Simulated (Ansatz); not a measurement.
System: H, space group Fd-3m (No. 227) (one of a set of cubic test structures, which need not be the stable phase).

Calculation (Ansatz 0.2.0 development build): equation of state of a cubic crystal from periodic Kohn-Sham density functional theory without spin, third-order Birch-Murnaghan fit to the free energies; pressure corrected for the finite basis. Level: PBE.

- structure type: diamond
- atoms in cell: 2
- space group number: 227
- lattice centring: face-centred primitive
- k mesh: 62×62×62
- occupation method: Fermi–Dirac
- occupation width: 0.06123 eV
- wave cutoff: 420 eV
- datasets: soft-1 PAW
- density tolerance: 1e−07 eV
- bands: 5
- density cutoff ratio: 4
- search for lower states: default

Describe the result: the energy above the lowest point and pressure against volume. The volume takes the values 3.2189, 3.2874, 3.3558, 3.4243, 3.4928, 3.5613, 3.6298 Å³/atom.

A third-order Birch–Murnaghan fit gives V0 = 3.41 Å³/atom, B0 = 91.5 GPa and B′ = 3.3. The energy above the lowest point is 3.43 meV/atom at volume 3.2189 Å³/atom and 3.57 meV/atom at 3.6298 Å³/atom; the lowest computed point is at volume 3.4243 Å³/atom (0.00 meV/atom), and no other minimum shows. The pressure falls from 5.9 GPa at volume 3.2189 Å³/atom to −5.1 GPa at 3.6298 Å³/atom, and changes sign near 3.414 Å³/atom.

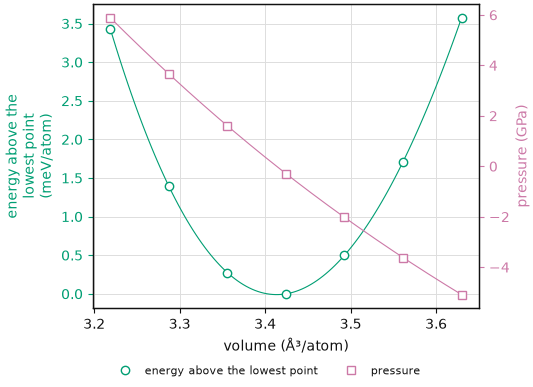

Caveats: cubic model structure, not the ambient form.
